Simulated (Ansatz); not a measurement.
**Run report: P, geometry relaxation (part 2 of 2)**

The same run, continued: P (P4/mmm, 1 atom in the cell); DFT PBEsol, scalar-relativistic, plane waves, PAW, no spin polarisation (Ansatz 0.2.0); cutoff 420 eV, 10×10×10 k-mesh, Gaussian smearing of 0.1 eV. The structure derives from an entry of the Crystallography Open Database.

Geometry of the input (Å; fractional positions):
```
4.2729  0.0000  0.0000
0.0000  4.2729  0.0000
0.0000  0.0000  4.3780
P  0.0000  0.0000  0.0000
```

### Log, continued
```
Crystal: 1 atoms, lattice volume = 16.336 Å³
Basis set: ecut = 420 eV, 321 PW (Γ), exchange–correlation on 60×60×60 points (8 copies of the dense FFT grid, shifted against one another)
iter 1 solved again at ethr=1.64e-4 eV; its pass at ethr=3.10e-3 eV (dr2=8.21e-3 eV) is discarded
SCF iter   1: F=—  HF=-739.949961 eV  |F-HF|=—  |Δ(HF+E_count)|=         —  Δρ=7.32e-3  dr2=8.13e-3  ethr=1.64e-4  ⟨swp⟩=1.6  Hψ=9875  notcnv=0
preconditioner: auto → none  [metal: Δε(μ)=0.031 eV  Ē_g=14.891 eV  σ=0.100 eV  W_gap=0.18  n_scr=0 (ndim 8)  ℏωp=20.5 eV  f_vac=0.000  D(μ)=0.50/eV (n_scr^D=0)]
SCF iter   2: F=—  HF=-739.948518 eV  |F-HF|=—  |Δ(HF+E_count)|=   1.44e-3  Δρ=3.40e-3  dr2=1.55e-3  ethr=1.63e-4  ⟨swp⟩=1.1  Hψ=890  notcnv=0
SCF iter   3: F=—  HF=-739.948392 eV  |F-HF|=—  |Δ(HF+E_count)|=   1.26e-4  Δρ=3.09e-4  dr2=1.02e-5  ethr=3.10e-5  ⟨swp⟩=1.3  Hψ=972  notcnv=0
SCF iter   4: F=—  HF=-739.948392 eV  |F-HF|=—  |Δ(HF+E_count)|=   6.62e-8  Δρ=2.01e-5  dr2=5.37e-8  ethr=2.00e-9  ⟨swp⟩=10.3  Hψ=7279  notcnv=0
SCF iter   5: F=-739.948392 eV  HF=-739.948392 eV  |F-HF|=1.67e-9  |Δ(HF+E_count)|=   9.26e-9  Δρ=5.08e-6  dr2=1.71e-9  ethr=1.07e-9  ⟨swp⟩=5.5  Hψ=3806  notcnv=0
SCF 10 converged in 5 iterations: F = -739.948392 eV  dr2 = 1.71e-9
  greatest PAW one-centre occupation: 0.806 electrons in one spin orbital (limit 2), on the P atom at site 0 (counted from 0), in its partial waves of l = 0
relax step  10: F+E_penalty+E_count = -739.94839220 eV  Δ(F+E_penalty+E_count) = -3.365e-1 eV  max|allowed force component| = 0.000e0 eV/Å  Δτ_max = 0.0000 Å  P = -11.688 GPa  Ω = 16.336 Å³  energy of the carried Pulay correction = +3.127e-3 eV  (5 SCF iters, dr2 threshold 1.00e-7 eV, accepted)
Crystal: 1 atoms, lattice volume = 14.017 Å³
Basis set: ecut = 420 eV, 257 PW (Γ), exchange–correlation on 60×60×60 points (8 copies of the dense FFT grid, shifted against one another)
iter 1 solved again at ethr=1.60e-4 eV; its pass at ethr=3.10e-3 eV (dr2=7.98e-3 eV) is discarded
SCF iter   1: F=—  HF=-740.079142 eV  |F-HF|=—  |Δ(HF+E_count)|=         —  Δρ=8.41e-3  dr2=8.01e-3  ethr=1.60e-4  ⟨swp⟩=1.1  Hψ=9516  notcnv=0
preconditioner: auto → none  [insulator: Δε(μ)=0.130 eV  Ē_g=16.106 eV  σ=0.100 eV  W_gap=0.55  n_scr=0 (ndim 8)  ℏωp=22.2 eV  f_vac=0.000  D(μ)=0.26/eV (n_scr^D=0)  ε∞_Penn≈2.9]
SCF iter   2: F=—  HF=-740.077668 eV  |F-HF|=—  |Δ(HF+E_count)|=   1.47e-3  Δρ=3.95e-3  dr2=1.60e-3  ethr=1.60e-4  ⟨swp⟩=1.0  Hψ=882  notcnv=0
SCF iter   3: F=—  HF=-740.077443 eV  |F-HF|=—  |Δ(HF+E_count)|=   2.25e-4  Δρ=2.45e-4  dr2=4.99e-6  ethr=3.20e-5  ⟨swp⟩=1.0  Hψ=882  notcnv=0
SCF iter   4: F=—  HF=-740.077443 eV  |F-HF|=—  |Δ(HF+E_count)|=   2.49e-7  Δρ=1.94e-5  dr2=1.66e-8  ethr=2.00e-9  ⟨swp⟩=8.7  Hψ=6507  notcnv=0
SCF iter   5: F=-740.077443 eV  HF=-740.077443 eV  |F-HF|=2.32e-10  |Δ(HF+E_count)|=   9.97e-9  Δρ=1.97e-6  dr2=2.69e-10  ethr=3.31e-10  ⟨swp⟩=5.3  Hψ=3534  notcnv=0
SCF 11 converged in 5 iterations: F = -740.077443 eV  dr2 = 2.69e-10
  greatest PAW one-centre occupation: 0.795 electrons in one spin orbital (limit 2), on the P atom at site 0 (counted from 0), in its partial waves of l = 0
relax step  11: F+E_penalty+E_count = -740.07744295 eV  Δ(F+E_penalty+E_count) = -1.291e-1 eV  max|allowed force component| = 0.000e0 eV/Å  Δτ_max = 0.0000 Å  P = +1.492 GPa  Ω = 14.017 Å³  energy of the carried Pulay correction = +3.277e-3 eV  (5 SCF iters, dr2 threshold 1.00e-7 eV, accepted)
Crystal: 1 atoms, lattice volume = 14.181 Å³
iter 1 solved again at ethr=4.04e-6 eV; its pass at ethr=3.10e-3 eV (dr2=2.02e-4 eV) is discarded
SCF iter   1: F=—  HF=-740.079655 eV  |F-HF|=—  |Δ(HF+E_count)|=         —  Δρ=1.46e-3  dr2=2.36e-4  ethr=4.04e-6  ⟨swp⟩=2.7  Hψ=8816  notcnv=0
preconditioner: auto → none  [metal: Δε(μ)=0.054 eV  Ē_g=16.008 eV  σ=0.100 eV  W_gap=0.30  n_scr=0 (ndim 8)  ℏωp=22.0 eV  f_vac=0.000  D(μ)=0.38/eV (n_scr^D=0)]
SCF iter   2: F=—  HF=-740.079591 eV  |F-HF|=—  |Δ(HF+E_count)|=   6.40e-5  Δρ=6.07e-4  dr2=3.64e-5  ethr=4.04e-6  ⟨swp⟩=1.1  Hψ=901  notcnv=0
SCF iter   3: F=—  HF=-740.079583 eV  |F-HF|=—  |Δ(HF+E_count)|=   8.35e-6  Δρ=5.59e-5  dr2=2.90e-7  ethr=7.28e-7  ⟨swp⟩=1.4  Hψ=980  notcnv=0
SCF iter   4: F=-740.079583 eV  HF=-740.079583 eV  |F-HF|=9.75e-11  |Δ(HF+E_count)|=   1.89e-8  Δρ=1.57e-6  dr2=1.05e-10  ethr=2.00e-9  ⟨swp⟩=9.7  Hψ=5689  notcnv=0
SCF 12 converged in 4 iterations: F = -740.079583 eV  dr2 = 1.05e-10
  greatest PAW one-centre occupation: 0.796 electrons in one spin orbital (limit 2), on the P atom at site 0 (counted from 0), in its partial waves of l = 0
relax step  12: F+E_penalty+E_count = -740.07958258 eV  Δ(F+E_penalty+E_count) = -2.140e-3 eV  max|allowed force component| = 0.000e0 eV/Å  Δτ_max = 0.0000 Å  P = -0.149 GPa  Ω = 14.181 Å³  energy of the carried Pulay correction = +3.267e-3 eV  (4 SCF iters, dr2 threshold 1.00e-7 eV, accepted)
Crystal: 1 atoms, lattice volume = 14.165 Å³
iter 1 solved again at ethr=2.33e-8 eV; its pass at ethr=3.10e-3 eV (dr2=1.17e-6 eV) is discarded
SCF iter   1: F=—  HF=-740.079599 eV  |F-HF|=—  |Δ(HF+E_count)|=         —  Δρ=1.09e-4  dr2=1.32e-6  ethr=2.33e-8  ⟨swp⟩=2.7  Hψ=8456  notcnv=0
preconditioner: auto → none  [metal: Δε(μ)=0.064 eV  Ē_g=16.018 eV  σ=0.100 eV  W_gap=0.35  n_scr=0 (ndim 8)  ℏωp=22.1 eV  f_vac=0.000  D(μ)=0.38/eV (n_scr^D=0)]
SCF iter   2: F=—  HF=-740.079599 eV  |F-HF|=—  |Δ(HF+E_count)|=   3.23e-7  Δρ=4.69e-5  dr2=2.20e-7  ethr=2.33e-8  ⟨swp⟩=1.0  Hψ=889  notcnv=0
SCF iter   3: F=-740.079599 eV  HF=-740.079599 eV  |F-HF|=1.59e-12  |Δ(HF+E_count)|=   4.19e-8  Δρ=3.93e-6  dr2=1.47e-9  ethr=2.00e-9  ⟨swp⟩=8.3  Hψ=4712  notcnv=0
SCF 13 converged in 3 iterations: F = -740.079599 eV  dr2 = 1.47e-9
relax step  13: F+E_penalty+E_count = -740.07959884 eV  Δ(F+E_penalty+E_count) = -1.626e-5 eV  max|allowed force component| = 0.000e0 eV/Å  Δτ_max = 0.0000 Å  P = -0.001 GPa  Ω = 14.165 Å³  energy of the carried Pulay correction = +3.268e-3 eV  (3 SCF iters, dr2 threshold 1.00e-7 eV, accepted)
iter 1 solved again at ethr=4.03e-9 eV; its pass at ethr=3.10e-3 eV (dr2=2.01e-7 eV) is discarded
SCF iter   1: F=—  HF=-740.079600 eV  |F-HF|=—  |Δ(HF+E_count)|=         —  Δρ=4.94e-5  dr2=2.43e-7  ethr=4.03e-9  ⟨swp⟩=2.6  Hψ=8407  notcnv=0
preconditioner: auto → none  [metal: Δε(μ)=0.071 eV  Ē_g=16.018 eV  σ=0.100 eV  W_gap=0.38  n_scr=0 (ndim 8)  ℏωp=22.1 eV  f_vac=0.000  D(μ)=0.38/eV (n_scr^D=0)]
SCF iter   2: F=—  HF=-740.079600 eV  |F-HF|=—  |Δ(HF+E_count)|=   6.47e-8  Δρ=2.05e-5  dr2=3.80e-8  ethr=4.03e-9  ⟨swp⟩=1.0  Hψ=886  notcnv=0
SCF iter   3: F=-740.079600 eV  HF=-740.079600 eV  |F-HF|=6.82e-12  |Δ(HF+E_count)|=   7.11e-9  Δρ=1.74e-6  dr2=2.79e-10  ethr=1.90e-10  ⟨swp⟩=7.4  Hψ=3936  notcnv=0
SCF 14 converged in 3 iterations: F = -740.079600 eV  dr2 = 2.79e-10
relax step  14: F+E_penalty+E_count = -740.07960006 eV  Δ(F+E_penalty+E_count) = -1.227e-6 eV  max|allowed force component| = 0.000e0 eV/Å  Δτ_max = 0.0000 Å  P = +0.001 GPa  Ω = 14.165 Å³  energy of the carried Pulay correction = +3.268e-3 eV  (3 SCF iters, dr2 threshold 9.52e-9 eV, accepted)
Basis set: ecut = 420 eV, 257 PW (Γ), exchange–correlation on 36×36×36 points (8 copies of the dense FFT grid, shifted against one another)
Initial wavefunctions: pseudopotential atomic-orbital guess (no wavefunctions were taken with the density)
iter 1 solved again at ethr=2.00e-7 eV; its pass at ethr=3.10e-3 eV (dr2=9.99e-6 eV) is discarded
SCF iter   1: F=—  HF=-740.078951 eV  |F-HF|=—  |Δ(HF+E_count)|=         —  Δρ=2.12e-4  dr2=5.05e-7  ethr=2.00e-7  ⟨swp⟩=3.2  Hψ=10686  notcnv=0
preconditioner: auto → none  [metal: Δε(μ)=0.071 eV  Ē_g=16.019 eV  σ=0.100 eV  W_gap=0.38  n_scr=0 (ndim 8)  ℏωp=22.1 eV  f_vac=0.000  D(μ)=0.38/eV (n_scr^D=0)]
SCF iter   2: F=—  HF=-740.078950 eV  |F-HF|=—  |Δ(HF+E_count)|=   9.41e-7  Δρ=1.07e-4  dr2=1.29e-7  ethr=1.01e-8  ⟨swp⟩=1.1  Hψ=900  notcnv=0
SCF iter   3: F=—  HF=-740.078951 eV  |F-HF|=—  |Δ(HF+E_count)|=   8.32e-7  Δρ=8.61e-7  dr2=3.25e-11  ethr=2.57e-9  ⟨swp⟩=2.0  Hψ=1201  notcnv=0
SCF iter   4: F=-740.078951 eV  HF=-740.078951 eV  |F-HF|=2.16e-12  |Δ(HF+E_count)|=  1.66e-11  Δρ=2.55e-7  dr2=2.19e-12  ethr=1.00e-12  ⟨swp⟩=6.8  Hψ=4300  notcnv=0
SCF 15 converged in 4 iterations: F = -740.078951 eV  dr2 = 2.19e-12
relax step  15: F+E_penalty+E_count = -740.07895067 eV  Δ(F+E_penalty+E_count) = +6.494e-4 eV  max|allowed force component| = 0.000e0 eV/Å  Δτ_max = 0.0000 Å  P = +0.001 GPa  Ω = 14.165 Å³  stress off target by 2.58e-3 GPa  SCF on the basis re-selected at this cell (its energy is not comparable with the rows above)  (4 SCF iters)
```

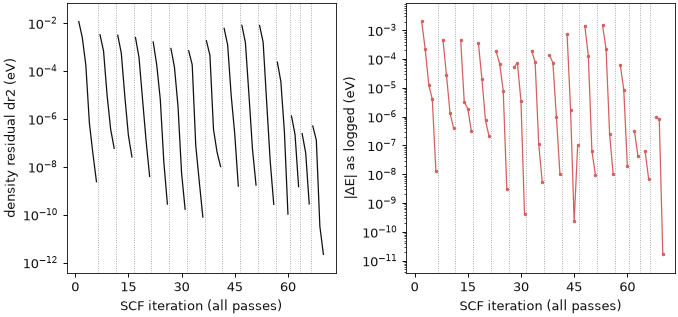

Fig. 1: Convergence of the self-consistent field: density residual dr2 and size of the energy change against the SCF iteration. The dotted lines part the SCF passes of the relaxation: geometry steps, rejected trials and re-solves on a re-selected basis. The 15 passes take 3 to 6 iterations each, 70 in all.

```
basis re-selected at this cell: Δ(F+E_penalty+E_count) = +6.494e-4 eV, ΔP = -0.001 GPa vs the last step (what re-selecting the basis moved, of the pressure what is left beyond the Pulay correction that the steps carried, after the strain that the cell walked since its last selection, with what the two solves' SCF thresholds leave and, on support functions, any second-order correction that the steps lacked; it is no measure of the basis error at this ecutwfc). The dense FFT grid was sized anew with the basis: this SCF ran on 18×18×18 points, the steps before it on 30×30×30, so part of this shift can come from that change (see relax.cell in the input reference). This SCF's stress stands 2.58e-3 GPa from its target on what of the cell is left free (relax.cell.stress_tol is 5.00e-2 GPa) and its largest allowed force component is 0.00e0 eV/Å (relax.f_tol is 5.00e-3 eV/Å): within both
SCF converged after 4 iterations
Free energy (F): -740.078951 eV
Harris-Foulkes:  -740.078951 eV  (|F-HF|=2.16e-12)
Internal energy: -740.077057 eV  (E = F + TS)
E sigma→0 (E₀):  -740.078004 eV
Entropy (-TS):   -0.001894 eV (-1.894 meV/atom)
Fermi energy:    11.534800 eV
--- Per-component energies (eV) ---
  E_band       = 22.699388
  E_kinetic    = 72.143241
  E_local      = -23.971341  (includes V_loc(G=0)·N_el)
  E_nonlocal   = 33.465958
  E_hartree    = 5.373642
  E_xc         = -62.066839
  E_vxc        = -62.137490  (∫ρ·V_xc dr)
  E_paw        = -553.998080  (= ΣΔE_a)
  E_vpaw       = -7.548264  (= ΣTr[D̂ρ^β])
  E_aug_tail   = 0.000003  (compensation charges beyond the density's cutoff)
  E_ewald      = -211.069737
  E_core_change = 0.046096  (= ΣΔE_core)
  E_smearing   = -0.001894  (= −TS)
  E_closure    = 0.000000  (closes the sum)
  Σ components = -740.078951   (vs F -740.078951, Δ=0.00e0)
--- Forces (eV/Å), atoms counted from 1 ---
  atom   1  P     -0.00000000    -0.00000000     0.00000000
  max |Σ_I F_I| component: 1.23e-32 eV/Å
--- Stress (GPa, compression-positive) ---
        0.002126       0.000000       0.000000
        0.000000       0.002126       0.000000
        0.000000       0.000000      -0.002584
  P = ⅓ Tr σ = 0.0006 GPa (0.006 kbar)
--- Band table (eV; the first three rows and the last of 126) ---
  k-point 0: bands = ["-5.3959", "16.5538", "16.5548", "16.5548", "18.0804", "18.0807", "25.7902"]
  k-point 1: bands = ["-5.1627", "13.4792", "16.7387", "16.7387", "18.2635", "20.8120", "26.6172"]
  k-point 2: bands = ["-4.4700", "9.8957", "17.2755", "17.2755", "18.7854", "23.1878", "29.0877"]
  k-point 125: bands = ["9.1997", "9.1997", "9.2002", "10.0804", "15.8801", "15.8804", "15.8804"]
--- Relaxed structure (14 steps of the walk, 14 accepted, 1 SCFs on fresh bases) ---
  F+E_penalty+E_count = -740.07895067 eV   max|allowed force component| = 0.000e0 eV/Å   (the final SCF, on the basis selected at the relaxed cell)
  cell:  # Å, volume = 14.1652 Å³
    - [2.4195652228556965, 5.9699816441092907e-36, 0.0]
    - [-3.0506606201398476e-33, 2.4195652228556965, 0.0]
    - [0.0, 0.0, 2.4196217562525106]
  atoms:
    - { symbol: P, position: [0.0, 0.0, 0.0] }
```

### Trajectory as extended XYZ (Å, eV, eV/Å), 15 frames, from step=1 to step=15
```
1
Lattice="4.2729 0.0000 0.0000 0.0000 4.2729 0.0000 0.0000 0.0000 4.3780" Properties=species:S:1:pos:R:3:forces:R:3 step=1 energy=-735.45926 pressure_GPa=-3.89
P     0.0000    0.0000    0.0000    0.0000   0.0000   0.0000
1
Lattice="4.0665 0.0000 0.0000 0.0000 4.0665 0.0000 0.0000 0.0000 4.1855" Properties=species:S:1:pos:R:3:forces:R:3 step=2 energy=-735.76408 pressure_GPa=-5.28
P     0.0000    0.0000    0.0000    0.0000   0.0000   0.0000
1
Lattice="3.8579 0.0000 0.0000 0.0000 3.8579 0.0000 0.0000 0.0000 3.9950" Properties=species:S:1:pos:R:3:forces:R:3 step=3 energy=-736.13963 pressure_GPa=-7.11
P     0.0000    0.0000    0.0000    0.0000   0.0000   0.0000
1
Lattice="3.6493 0.0000 0.0000 0.0000 3.6493 0.0000 0.0000 0.0000 3.8084" Properties=species:S:1:pos:R:3:forces:R:3 step=4 energy=-736.58894 pressure_GPa=-9.40
P     0.0000    0.0000    0.0000    0.0000   0.0000   0.0000
1
Lattice="3.4407 0.0000 0.0000 0.0000 3.4407 0.0000 0.0000 0.0000 3.6254" Properties=species:S:1:pos:R:3:forces:R:3 step=5 energy=-737.11324 pressure_GPa=-12.14
P     0.0000    0.0000    0.0000    0.0000   0.0000   0.0000
1
Lattice="3.2305 0.0000 0.0000 0.0000 3.2305 0.0000 0.0000 0.0000 3.4439" Properties=species:S:1:pos:R:3:forces:R:3 step=6 energy=-737.71120 pressure_GPa=-15.22
P     0.0000    0.0000    0.0000    0.0000   0.0000   0.0000
1
Lattice="3.0222 0.0000 0.0000 0.0000 3.0222 0.0000 0.0000 0.0000 3.2644" Properties=species:S:1:pos:R:3:forces:R:3 step=7 energy=-738.35360 pressure_GPa=-18.19
P     0.0000    0.0000    0.0000    0.0000   0.0000   0.0000
1
Lattice="2.8138 0.0000 0.0000 0.0000 2.8138 0.0000 0.0000 0.0000 3.0790" Properties=species:S:1:pos:R:3:forces:R:3 step=8 energy=-739.01137 pressure_GPa=-20.29
P     0.0000    0.0000    0.0000    0.0000   0.0000   0.0000
1
Lattice="2.6138 0.0000 0.0000 0.0000 2.6138 0.0000 0.0000 0.0000 2.8655" Properties=species:S:1:pos:R:3:forces:R:3 step=9 energy=-739.61194 pressure_GPa=-18.76
P     0.0000    0.0000    0.0000    0.0000   0.0000   0.0000
1
Lattice="2.4819 0.0000 0.0000 0.0000 2.4819 0.0000 0.0000 0.0000 2.6520" Properties=species:S:1:pos:R:3:forces:R:3 step=10 energy=-739.94839 pressure_GPa=-11.69
P     0.0000    0.0000    0.0000    0.0000   0.0000   0.0000
1
Lattice="2.4002 0.0000 0.0000 0.0000 2.4002 0.0000 0.0000 0.0000 2.4331" Properties=species:S:1:pos:R:3:forces:R:3 step=11 energy=-740.07744 pressure_GPa=1.49
P     0.0000    0.0000    0.0000    0.0000   0.0000   0.0000
1
Lattice="2.4195 0.0000 0.0000 0.0000 2.4195 0.0000 0.0000 0.0000 2.4225" Properties=species:S:1:pos:R:3:forces:R:3 step=12 energy=-740.07958 pressure_GPa=-0.15
P     0.0000    0.0000    0.0000    0.0000   0.0000   0.0000
1
Lattice="2.4192 0.0000 0.0000 0.0000 2.4192 0.0000 0.0000 0.0000 2.4203" Properties=species:S:1:pos:R:3:forces:R:3 step=13 energy=-740.07960 pressure_GPa=-0.00
P     0.0000    0.0000    0.0000    0.0000   0.0000   0.0000
1
Lattice="2.4196 0.0000 0.0000 0.0000 2.4196 0.0000 0.0000 0.0000 2.4196" Properties=species:S:1:pos:R:3:forces:R:3 step=14 energy=-740.07960 pressure_GPa=0.00
P     0.0000    0.0000    0.0000    0.0000   0.0000   0.0000
1
Lattice="2.4196 0.0000 0.0000 0.0000 2.4196 0.0000 0.0000 0.0000 2.4196" Properties=species:S:1:pos:R:3:forces:R:3 step=15 energy=-740.07895 pressure_GPa=0.00
P     0.0000    0.0000    0.0000    0.0000   0.0000   0.0000
```

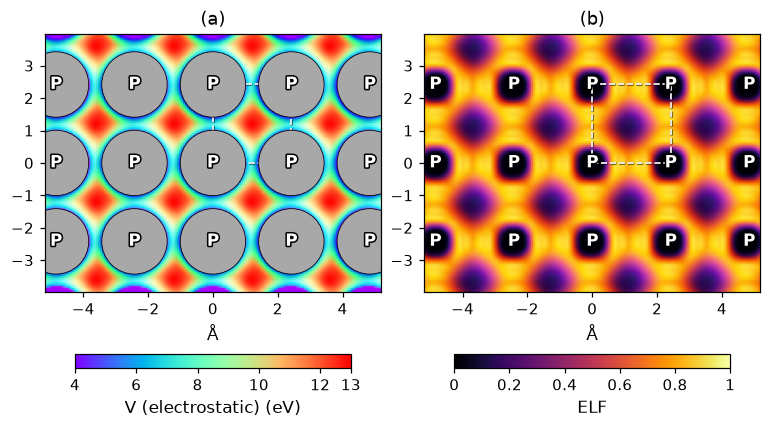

Fig. 2: (a) electrostatic potential (local pseudopotential plus Hartree) felt by an electron; (b) ELF on the (010) plane of the conventional cell. Grey discs, where drawn, cover atomic cores. P–P (2.42 Å): the ELF peaks at about 0.85 between the atoms (a covalent bond). Outside the cores the potential energy rises away from the atoms and is highest about 1.7 Å from the nearest atoms; outside the discs it spans about 8 eV, and its zero is arbitrary. The fields are those of the smooth PAW valence density.

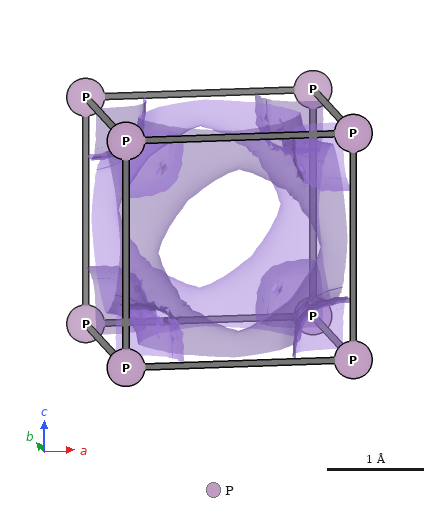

Fig. 3: Isosurface of the electron localisation function at 0.7 (purple), seen slightly off an axis. Only the valence region is drawn (cores and ρ < 0.01 e/Å³ removed). Sticks mark near contacts. The outline is the cell set on symmetry axes.
